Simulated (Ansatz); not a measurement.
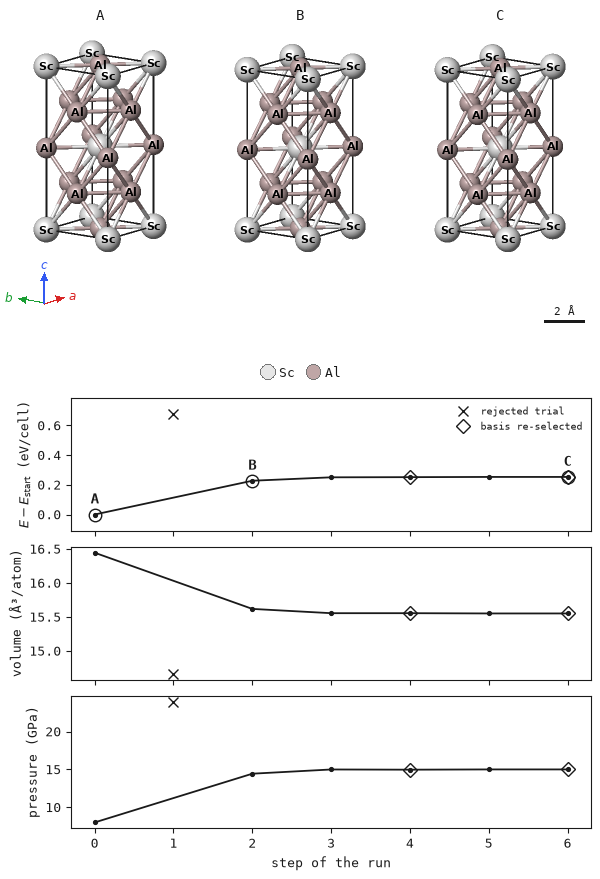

Frames of a relaxation of a crystal of ScAl₃ (set up in I4/mmm), marked on the history of the run. The picture is a ball-and-stick view of the conventional cell (2 times the calculation's cell), seen from a free direction. Lengths and directions refer to the drawn axes.

Case: relaxed at 15 GPa.

The calculation used DFT PBE, scalar-relativistic, plane waves, PAW in Ansatz.

Input file:
```yaml
crystal:
  lattice:
    - [-1.9608841349, 1.9608841349, 4.2768031125]
    - [1.9608841349, -1.9608841349, 4.2768031125]
    - [1.9608841349, 1.9608841349, -4.2768031125]
  atoms:
    - { symbol: Sc, position: [0.0, 0.0, 0.0] }
    - { symbol: Al, position: [0.75, 0.25, 0.5] }
    - { symbol: Al, position: [0.25, 0.75, 0.5] }
    - { symbol: Al, position: [0.5, 0.5, 0.0] }
basis:
  ecutwfc: 420
kpoints:
  mp_grid: { grid: [16, 16, 16] }
hamiltonian:
  xc: pbe
scf:
  occupations: { method: fermi_dirac, width: 0.15 }
output:
  forces: true
  stress: true
  eigenvalues: true
relax:
  adjacent_minimum: "off"
  f_tol: 0.001
  max_steps: 60
  cell: { stress_tol: 0.02, p_target: 15.0 }
```

Run as
```bash
ansatz run input.yaml --threads 1 --pin off --max-ram 3072MiB --backend cpu --events-out ev --progress --plain --runs-dir out
```

Question: What happens along the run?

Answer: No atom moves by more than 0.005 Å relative to the cell. Cell: a = b 3.922 → 3.853 Å (−1.8 %), c 8.554 → 8.380 Å (−2.0 %). Volume −5.4 %. Among the contacts that change: Sc1–Al2 2.901 → 2.846 Å, Al2–Al4 2.901 → 2.846 Å, Sc1–Al4 2.773 → 2.725 Å, Al2–Al3 2.773 → 2.725 Å. The space group stays I4/mmm (No. 139). The energy rises by 0.253 eV per cell of the calculation in 3 accepted moves (6 points after the start). With the target pressure of 15 GPa, the enthalpy E + pV changes by −81.4 meV per cell of the calculation. All forces vanish by symmetry, so only the cell relaxes. The pressure goes from 8.00 to 15.00 GPa. The line search rejected the trial step at point 1 of the run. At 2 points the geometry stayed and the basis and grid were re-selected for the new cell (energy shift of 1.1 meV per cell of the calculation at most each time). From step 0 to 2: volume −5.0 %, energy +0.228 eV per cell of the calculation. From step 2 to 6: volume −0.4 %, energy +25.6 meV per cell of the calculation.

| step | E − E(0), meV/atom | pressure, GPa | volume, Å³/atom | note |
| --- | --- | --- | --- | --- |
| 0 | 0.00 | 8.00 | 16.445 |  |
| 1 | 169.56 | 23.95 | 14.668 | rejected |
| 2 | 56.90 | 14.44 | 15.618 |  |
| 3 | 62.65 | 14.99 | 15.555 |  |
| 4 | 62.93 | 14.97 | 15.555 | same geometry, new basis |
| 5 | 63.29 | 15.00 | 15.551 |  |
| 6 | 63.29 | 15.00 | 15.551 | same geometry, new basis |
